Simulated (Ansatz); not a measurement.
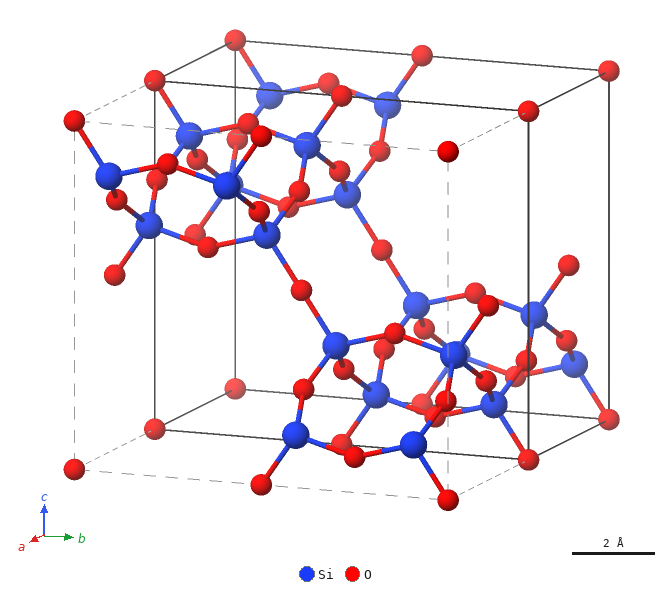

We look at a ball-and-stick model of the crystal slightly off an axis. A 2×1×1 array of cells is drawn; the conventional unit cell has the solid edges.

SiO2, space group Imma (No. 74), a = 5.28 Å, b = 9.92 Å, c = 8.76 Å, α = 90.00°, β = 90.00°, γ = 90.00°.

The calculation used DFT r2SCAN, scalar-relativistic, plane waves, PAW in Ansatz 0.2.0, with an energy cutoff of 500 eV, k-points about 0.23 Å⁻¹ apart, Gaussian smearing of 0.02 eV, no spin polarisation.

**What is the band gap, if any?**

An insulator at this level, with a gap of 6.18 eV on the k-mesh (the true edges may lie between mesh points, so the gap can be somewhat smaller).

Origin of the cell: a structure listed in the Materials Project. It was relaxed at fixed volume with DFT r2SCAN, scalar-relativistic, plane waves, PAW (Ansatz).
